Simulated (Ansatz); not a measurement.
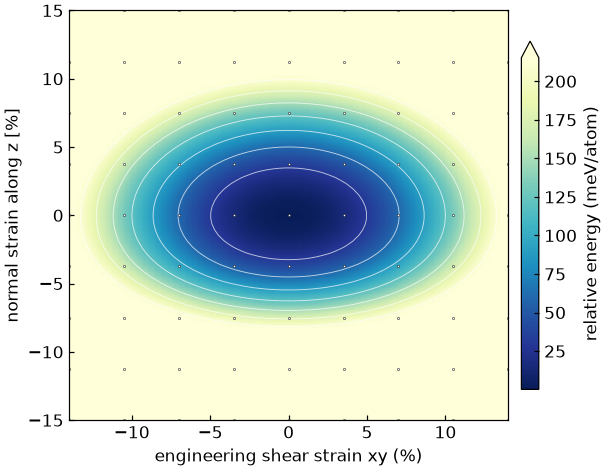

Ir (Fm-3m, No. 225; 1 atom in the cell). 
- The energy is mapped over two homogeneous strains (x, y and z along the cube axes).
- Coordinates scanned: (1) engineering shear strain xy; (2) normal strain along z.
- Nothing is relaxed (symmetry fixes all fractional coordinates).
- The grid has 9 × 9 points; 45 points were computed and 36 follow by symmetry.
- Points are written as (first, second).
- Energies are in meV/atom, from the lowest grid point.
- All numbers below come from DFT PBE, scalar-relativistic, plane waves, PAW in Ansatz. Settings: cutoff 420 eV, k-mesh 20×20×20, gaussian smearing 0.15 eV, no spin polarisation.

Drawn: a smooth colour map with a few white contour lines, dots at the grid points, one colour for all values above the top of the scale. Between grid points the surface is interpolated.

Where is the minimum, and how stiff is the crystal against these two strains (in GPa)?

The interpolated minimum is at 0.0 % and 0.0 %. Divided by the cell volume of 14.5 Å³, the second derivatives of the energy there are about 270 GPa along the first strain and 590 GPa along the second, with a cross term of about 0 GPa (clamped ions). Round the minimum the two coordinates are nearly uncoupled.

PAW datasets: the set soft_1.
